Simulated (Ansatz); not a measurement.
**What do other settings change for AlN(110) slab (350 atoms)?**

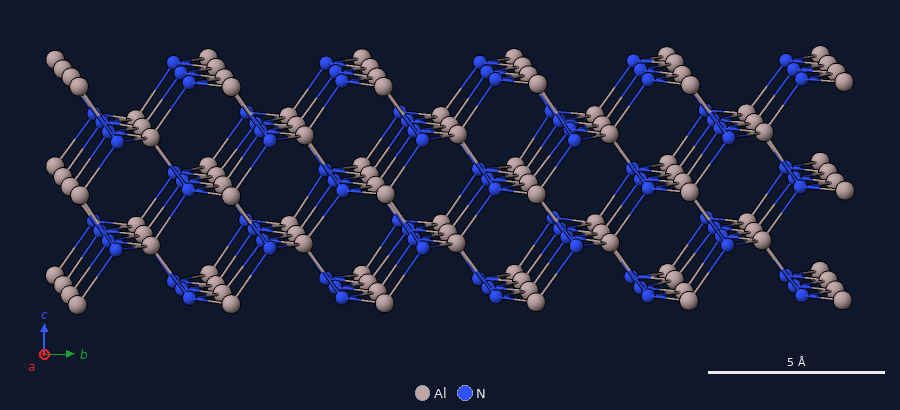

The cell (aluminium light grey, nitrogen blue). Drawn is a slice 12 Å thick, seen along the normal of the bc plane.

The cell holds 350 atoms: 175 Al and 175 N. Its edges and angles: a = 21.680 Å, b = 21.900 Å, c = 16.194 Å, α = 90.0°, β = 90.0°, γ = 90.0°. It derives from AlN (zinc-blende). Zinc-blende AlN (a = 4.38 Å), (110) slab of 5 repeat layers, 7 x 5 surface cells, 10 Å of vacuum; atoms within 2.32 Å of the bottom held; not relaxed, displaced by a Gaussian of 0.02 Å. Vacuum lies along c.

Geometry: as built.

Reference run: Kohn-Sham DFT, PBE, PAW (set soft_2), plane waves (Ansatz 0.2.0), cutoff 420 eV, Γ point, fixed occupations.

```
r.m.s. force component                           : 1.053 eV/Å
gap (highest filled to lowest empty level) : 1.018 eV
SCF cycles                                       : 10
time                                             : 10 s on 1 × NVIDIA H100 80GB HBM3 with 5 threads of AMD EPYC 7R13 (Zen 3), shared host
```

**Question.** The cell is repeated and solved at Γ. How do error, time and memory go?
- plane waves, 350 atoms (1×1×1)
- support functions, 350 atoms (1×1×1)
- support functions, 1400 atoms (2×2×1)
- truncated density matrix, 1400 atoms (2×2×1)
- support functions, 3150 atoms (3×3×1)
- truncated density matrix, 3150 atoms (3×3×1)
- truncated density matrix, 5600 atoms (4×4×1)

Differences are against the typed cell on a 1×1×1 mesh, which samples like Γ on 350 atoms (r.m.s. force component 1.05 eV/Å, gap 1.02 eV). Every repeated cell is solved at Γ, and forces are averaged over the copies of each atom. Hardware: 1 × NVIDIA H100 80GB HBM3 with 5 threads of AMD EPYC 7R13 (Zen 3), shared host.

```
atoms  repeats                     basis  Δ force, r.m.s. (meV/Å)  Δ energy (meV/atom)  less plane waves of the same size (meV/atom)  gap (eV)  spread among copies (meV/Å)  SCF cycles     time  host memory (GiB)  planned on the GPU (GiB)
  350    1×1×1               plane waves                    0.001                    0                                             -                    1.02                            -          10      6 s                1.9                        21
  350    1×1×1         support functions                    0.598                -2.90                                          -2.9                    1.02                            -          19    9.5 s                2.0                       8.9
 1400    2×2×1         support functions                    0.719                -3.04                                             -                    1.02                        0.051          20     36 s                5.8                        32
 1400    2×2×1  truncated density matrix                    0.747                -3.04                                             -                       -                        0.045          21     37 s                5.7                        32
 3150    3×3×1         support functions                    0.731                -3.04                                             -                    1.02                        0.053          21     97 s                 12                        69
 3150    3×3×1  truncated density matrix                    0.741                -3.04                                             -                       -                        0.047          23  1.8 min                 12                        52
 5600    4×4×1  truncated density matrix                    0.751                -3.04                                             -                       -                        0.041          28  3.9 min                 32                        63
```

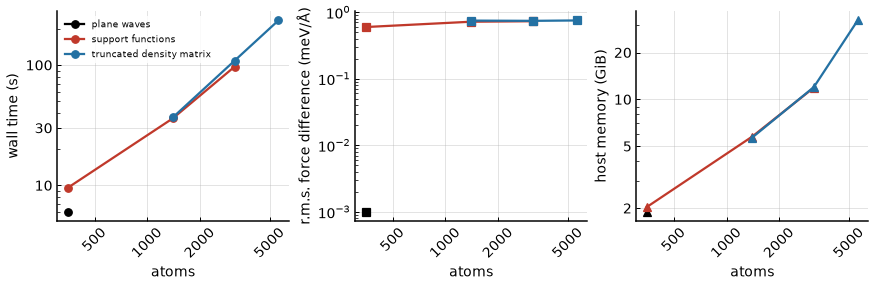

Time, error and memory against the number of atoms.

With support functions, the time grows as the 1.2 power of the atom count between the two largest sizes, 1400 and 3150 atoms. With the truncated density matrix, the time grows as the 1.3 power of the atom count between the two largest sizes, 3150 and 5600 atoms. At 3150 atoms truncation (run in mixed precision) changes the energy by +0.0005 meV/atom and takes 1.1 times the time of the full density matrix. At equal size the support functions lie 2.9 meV/atom below plane waves, likely because their grid holds more waves than 420 eV; no run tests this. At the largest size the support functions' forces differ from the reference by 0.069 % of the r.m.s. force, which holds the difference of sampling between the two as well as that of the basis. In some support-function runs the search for missed states was left out or partial.

[Logs are printed without paths, hosts, clocks, repeated set-up lines and the standing remarks that a program may print on its own settings, such as how far it seeks lower states.]

[Hosts, paths, dates, database ids (printed as entryN), source tags and the programs' standing remarks are cut or masked in the printed files.]
